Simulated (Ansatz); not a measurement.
Input

```
crystal:
  lattice:
    - [-1.72585, 1.72585, 5.84]
    - [1.72585, -1.72585, 5.84]
    - [1.72585, 1.72585, -5.84]
  atoms:
    - { symbol: Nb, position: [0.0, 0.0, 0.0] }
    - { symbol: Nb, position: [0.75, 0.25, 0.5] }
    - { symbol: As, position: [0.416, 0.416, 0.0] }
    - { symbol: As, position: [0.166, 0.666, 0.5] }
basis:
  ecutwfc: 500
kpoints:
  mp_grid: { grid: [18, 18, 18] }
hamiltonian:
  xc: r2scan
scf:
  occupations: { method: gaussian, width: 0.1 }
output:
  forces: true
  stress: true
  eigenvalues: true
  write_density: true
  write_potential: true
  elf: true
  volumetric_format: npy
relax:
  adjacent_minimum: "off"
  f_tol: 0.005
  max_steps: 80
  cell: { stress_tol: 0.05 }
```

Command:

```sh
ansatz run input.yaml --threads 4 --pin off --max-ram 10240MiB --backend cpu --events-out ev --progress --plain --runs-dir out
```

Below, planes, directions and counts refer to the conventional cell (a = 3.46 Å, b = 3.46 Å, c = 11.77 Å, α = 90.00°, β = 90.00°, γ = 90.00°).

The fields are those of the relaxed geometry.

Space group I4₁md.

Theory: DFT r2SCAN, scalar-relativistic, plane waves, PAW in Ansatz.

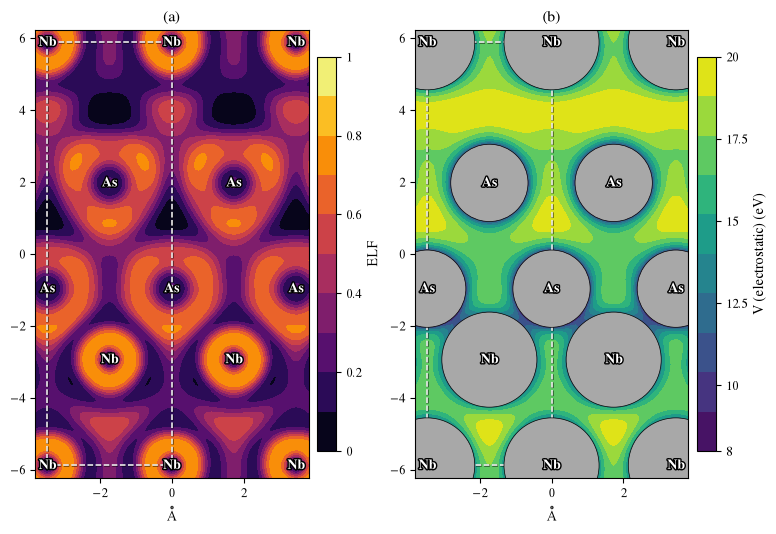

NbAs. (a) electron localisation function; (b) electrostatic potential energy of an electron on the (100) plane of the conventional cell. Grey discs cover the atomic cores in the potential map.

> Interpret the plot.

- The section cuts through Nb and As sites.
- Nb–As (2.62 Å): the ELF is about 0.40 at the midpoint.
- The features right at Nb lie inside the PAW spheres, where the map follows smoothed inner orbitals and isn't to be read closely.
- Outside the cores the potential energy rises away from the atoms and is highest about 2.1 Å from the nearest atoms; its zero is arbitrary.

> Does the calculation make it a metal, or give it a gap?

It is gapless in this calculation (a metal or semimetal).
